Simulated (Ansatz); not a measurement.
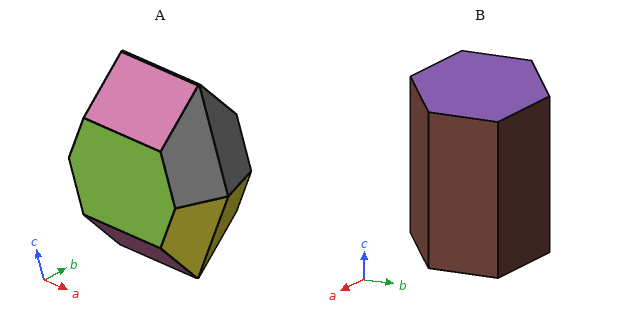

Crystal habits computed by the BFDH rule (growth rate of a face proportional to 1/d, systematic absences taken into account). This is a geometric estimate, not an energy calculation. Forms under 0.4 % of the area are left out.

1. Cs: space group C2/c (No. 15), a = 5.352 Å, b = 14.238 Å, c = 7.644 Å, α = 90.00°, β = 109.62°, γ = 90.00°; coordinates from a relaxation with Ansatz 0.2.0, DFT, BLYP, plane waves (420 eV) with PAW, scalar-relativistic; the starting structure was generated, so it need not be a known form of this composition
2. Sr: space group P6/mmm (No. 191), a = 6.729 Å, b = 6.729 Å, c = 4.014 Å, α = 90.00°, β = 90.00°, γ = 120.00°; coordinates from a relaxation with DFT, PBEsol, plane waves (420 eV) with PAW, scalar-relativistic in Ansatz 0.2.0; the starting structure was generated, so it need not be a known form of this composition

Match each shape to its cell.

Answer. 1 is A (16 faces; forms {021}, {020}, {110}, {1 1 -1}, {002}); 2 is B (8 faces; forms {100}, {001}).
